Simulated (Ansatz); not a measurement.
## Electronic structure of AlN (slab) in real space

Input file:

```
crystal:
  lattice:
    - [3.1136926474, 0.0, 0.0]
    - [-1.5568463237, 5.6661937745, 0.0]
    - [0.0, 0.0, 25.7875969066]
  atoms:
    - { symbol: Al, position: [0.8815300833, 0.7630601666, 0.2908374917] }
    - { symbol: Al, position: [0.1504034186, 0.3008068372, 0.3061652984] }
    - { symbol: "N", position: [0.7337940146, 0.4675880292, 0.3259673393] }
    - { symbol: "N", position: [0.0026673499, 0.0053346997, 0.3412951461] }
    - { symbol: Al, position: [0.4947700948, 0.9895401897, 0.3828043322] }
    - { symbol: Al, position: [0.7636434301, 0.5272868602, 0.398132139] }
    - { symbol: "N", position: [0.3470340261, 0.6940680523, 0.4179341799] }
    - { symbol: "N", position: [0.6159073614, 0.2318147228, 0.4332619866] }
    - { symbol: Al, position: [0.1080101063, 0.2160202127, 0.4747711728] }
    - { symbol: Al, position: [0.3768834416, 0.7537668832, 0.4900989796] }
    - { symbol: "N", position: [0.9602740376, 0.9205480753, 0.5099010204] }
    - { symbol: "N", position: [0.2291473729, 0.4582947458, 0.5252288272] }
    - { symbol: Al, position: [0.7212501178, 0.4425002357, 0.5667380134] }
    - { symbol: Al, position: [0.9901234531, 0.9802469062, 0.5820658201] }
    - { symbol: "N", position: [0.5735140491, 0.1470280983, 0.601867861] }
    - { symbol: "N", position: [0.8423873844, 0.6847747688, 0.6171956678] }
    - { symbol: Al, position: [0.3344901294, 0.6689802587, 0.6587048539] }
    - { symbol: Al, position: [0.6033634646, 0.2067269292, 0.6740326607] }
    - { symbol: "N", position: [0.1867540607, 0.3735081213, 0.6938347016] }
    - { symbol: "N", position: [0.4556273959, 0.9112547918, 0.7091625083] }
basis:
  ecutwfc: 420
kpoints:
  mp_grid: { grid: [9, 5, 1] }
hamiltonian:
  xc: pbesol
scf:
  occupations: { method: gaussian, width: 0.05 }
output:
  forces: true
  eigenvalues: true
  write_density: true
  write_potential: true
  elf: true
  volumetric_format: npy
relax:
  adjacent_minimum: "off"
  f_tol: 0.02
  max_steps: 60
efield:
  axis: 3
  dipole_correction: true
  ramp_width: 0.04
```

Command:

```sh
ansatz run input.yaml --threads 2 --pin off --max-ram 5120MiB --backend cpu --events-out ev --progress --plain --runs-dir out
```

The fields are those of the run's last geometry, not of the input's.

Level of theory: DFT PBEsol, scalar-relativistic, plane waves, PAW in Ansatz 0.2.0.

In a PAW calculation such maps are meaningful between the atoms, not at the nuclei.

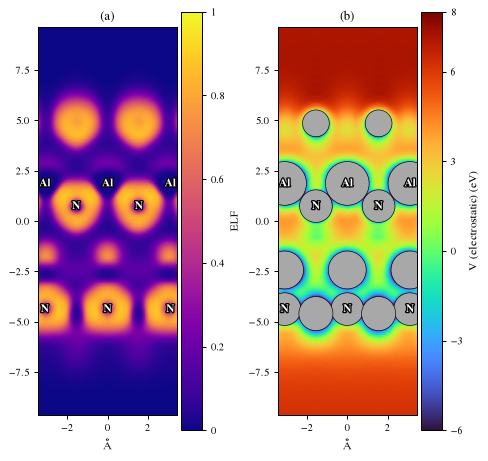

Figure 1. (a) ELF; (b) electrostatic potential (local pseudopotential plus Hartree) felt by an electron on the (010) plane of the calculation cell, a cut from vacuum to vacuum. Grey discs cover the atomic cores in the potential map.

### What does the map show?

The section cuts through N and Al sites.
Atoms just off the plane (Al, 0.5 Å away and N, 0.5 Å away) can leave unmarked features too.
Al–N (1.93 Å): the ELF peaks at about 0.90 between the atoms.

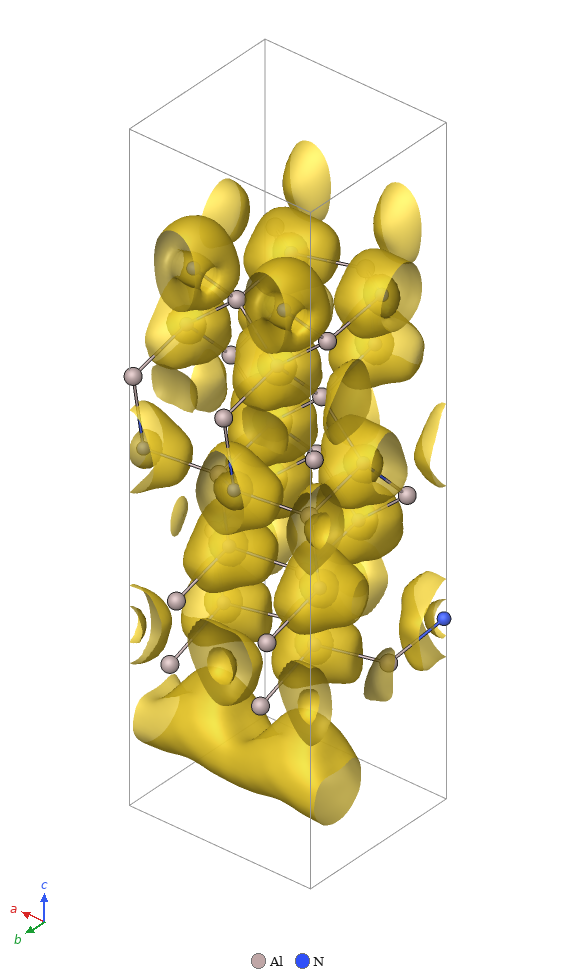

Figure 2. Isosurface of the ELF at 0.7 (yellow), seen at an oblique angle. Only the valence region is drawn (cores and ρ < 0.01 e/Å³ removed). Sticks mark near contacts.

### What do the ELF domains correspond to?

The surface consists of ten regions on N in which the atom's valence shell and bonds are merged and channels that run through the cell in one direction, counted in one cell of 20 atoms. Counts are for one cell; the picture repeats the cell along the surface. Along the contacts the grid gives the following. Al–N (1.81 Å): the ELF peaks at about 0.90 in the valence shell of N, 0.7 Å from its nucleus, and is about 0.90 at the midpoint. Al–N (1.85 Å): the ELF peaks at about 0.90 between the atoms.

### Does the calculation make it a metal, or give it a gap?

It is gapless in this calculation (a metal or semimetal).
